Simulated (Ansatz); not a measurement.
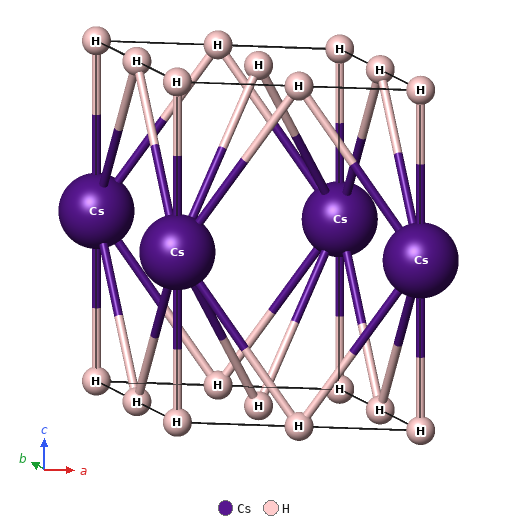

View slightly off an axis, drawn as a ball-and-stick model. Thin lines show the conventional unit cell, with boundary atoms drawn in all their periodic places. Cell: a = 3.59 Å, b = 3.59 Å, c = 5.00 Å, α = 90.00°, β = 90.00°, γ = 120.00°.

It goes back to a random cell made by a generator, so it need not be a real form of the compound. Earlier steps of the study may have refined or changed the cell and positions. It was run through Ansatz as a DFT input.

> State composition, symmetry and coordination.

The formula is CsH4. The symmetry is that of P6/mmm (No. 191), on a primitive hexagonal lattice. In the cell are 1 Cs, 4 H, which makes 1 formula unit. Each Cs has 14 H at about 2.5 to 3.1 Å. H takes two kinds of site: 3f with four Cs at about 3.1 Å; 1a with two Cs in a linear arrangement at about 2.5 Å. The bonds build a three-dimensional framework.

Level of theory and settings: DFT PBE, scalar-relativistic, plane waves, PAW (Ansatz), a cutoff energy of 420 eV, 12×12×8 k-mesh, Gaussian smearing of 0.1 eV, no spin polarisation.

> Is the electronic structure metallic or gapped?

A metal: bands cross the Fermi level.

> State the Bader charges by element.

Cs +0.64 e; H -0.20 to -0.15 e.

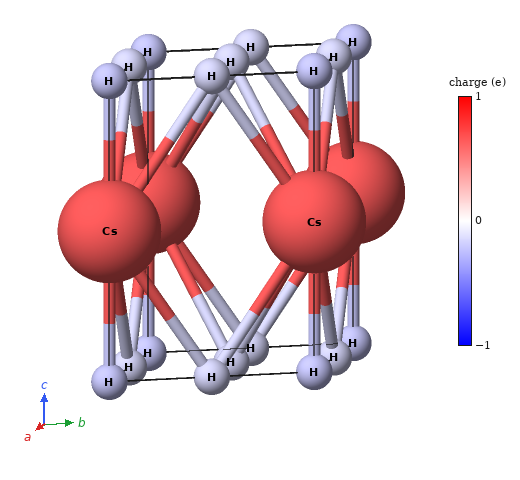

The atoms coloured by those charges. The run's cell of 5 atoms is drawn.

> Is the structure relaxed at this level of theory?

Yes. All forces vanish to within 0.01 eV/Å. The pressure is 0.0 GPa, close to zero.
